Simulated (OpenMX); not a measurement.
## A series of single points on Zr

System: Zr (Im-3m, 1 atom in the cell).
Method: Kohn-Sham DFT of a periodic cell, PBE, OpenMX 2013 PBE set, no spin polarisation (OpenMX 3.8.5).

The 7 runs differ only in the geometry, by an even scaling of the cell at fixed fractional positions. The structure derives from an entry of the Crystallography Open Database.

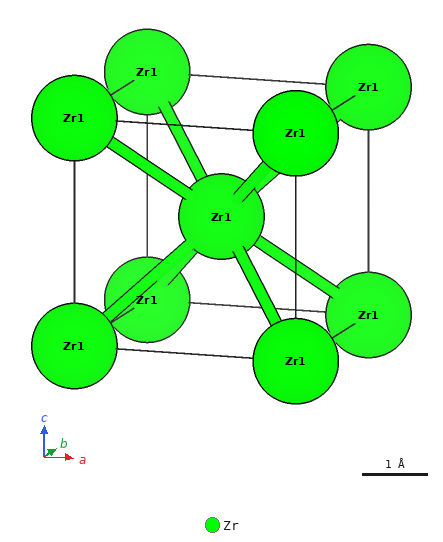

Figure 1. The structure of run 4 (ball-and-stick view of the cell 2 times as large as that of the calculation, set on its symmetry axes, seen slightly off an axis; atoms are numbered from 1 in the order of the input).

### Input of run 4
```
System.CurrrentDirectory             ./
System.Name                          Zr
DATA.PATH                            ./DFT_DATA13
level.of.stdout                      1
level.of.fileout                     0
Species.Number                       1
<Definition.of.Atomic.Species
  Zr  Zr7.0-s3p2d2f1         Zr_PBE13
Definition.of.Atomic.Species>

Atoms.Number                         1
Atoms.SpeciesAndCoordinates.Unit     FRAC
<Atoms.SpeciesAndCoordinates
    1  Zr    0.0000000000    0.0000000000    0.0000000000   6.000  6.000
Atoms.SpeciesAndCoordinates>

Atoms.UnitVectors.Unit               Ang
<Atoms.UnitVectors
    -1.8100000000    1.8100000000    1.8100000000
     1.8100000000   -1.8100000000    1.8100000000
     1.8100000000    1.8100000000   -1.8100000000
Atoms.UnitVectors>

scf.XcType                           GGA-PBE
scf.SpinPolarization                 off
scf.ElectronicTemperature            580.226
scf.energycutoff                     400.0
scf.maxIter                          100
scf.EigenvalueSolver                 band
scf.Kgrid                            11 11 11
scf.Mixing.Type                      rmm-diisk
scf.Init.Mixing.Weight               0.05
scf.Min.Mixing.Weight                0.001
scf.Max.Mixing.Weight                0.3
scf.Mixing.History                   25
scf.Mixing.StartPulay                8
scf.criterion                        1.0e-8
scf.stress.tensor                    on
MD.Type                              nomd
Band.dispersion                      on
Band.Nkpath                          6
<Band.kpath
   26   0.000000  0.000000  0.000000    0.500000 -0.500000  0.500000  G H
   18   0.500000 -0.500000  0.500000    0.000000  0.000000  0.500000  H N
   18   0.000000  0.000000  0.500000    0.000000  0.000000  0.000000  N G
   22   0.000000  0.000000  0.000000    0.250000  0.250000  0.250000  G P
   22   0.250000  0.250000  0.250000    0.500000 -0.500000  0.500000  P H
   13   0.250000  0.250000  0.250000    0.000000  0.000000  0.500000  P N
Band.kpath>
```

Command:
```bash
openmx Zr.dat -nt 1 > Zr.std
```

Run 6 has the same physical settings and fractional positions; its lattice vectors (Å) are:
```
  -1.833819    1.833819    1.833819
   1.833819   -1.833819    1.833819
   1.833819    1.833819   -1.833819
```

### Results, with one run withheld

| run | volume per atom (Å³) | free energy per atom, from the lowest run given (meV) |
| --- | --- | --- |
| 1 | 22.296 | 4.48 |
| 2 | 22.770 | 0.00 |
| 3 | 23.245 | 0.87 |
| 4 | 23.719 | 6.91 |
| 5 | 24.193 | 17.90 |
| 6 | 24.668 | ? |
| 7 | 25.142 | 52.65 |

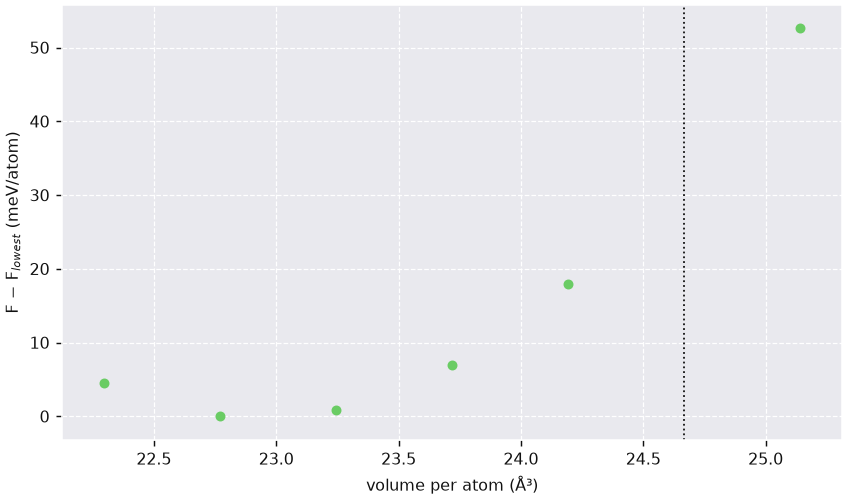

Figure 2. Free energy per atom of the runs given; the dotted line marks run 6.

What should run 6 give?

A cubic polynomial in V^(−2/3) (the Birch–Murnaghan form), fitted to the 6 runs given, misses them by at most 0.07 meV per atom. With x = V^(−2/3) − 0.12178 Å⁻², it reads F = 3.9688 − 4039.2 x + 9.6018e+05 x² − 6.026e+06 x³ (meV per atom). At run 6 it gives 33.19 meV per atom, and the run itself gives 33.24. The fit has its minimum at 22.922 Å³ per atom, where V d²F/dV² gives 87.9 GPa: the bulk modulus at this level, since symmetry fixes the shape and the positions.

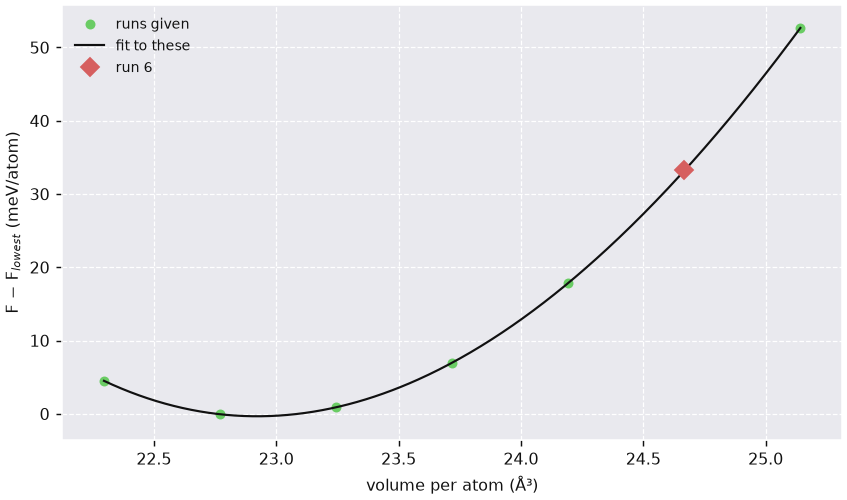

Figure 3. The fit and the withheld run.

### Some lines of the output (run 6)
```
[...]
  Cell_Volume =    166.466007097813 (Bohr^3)
        Total energy (Hartree) at MD = 1
   kloop=0
   kloop=1
   kloop=665
```

Notes: With a small basis of atomic orbitals these values can differ much from converged plane-wave results.
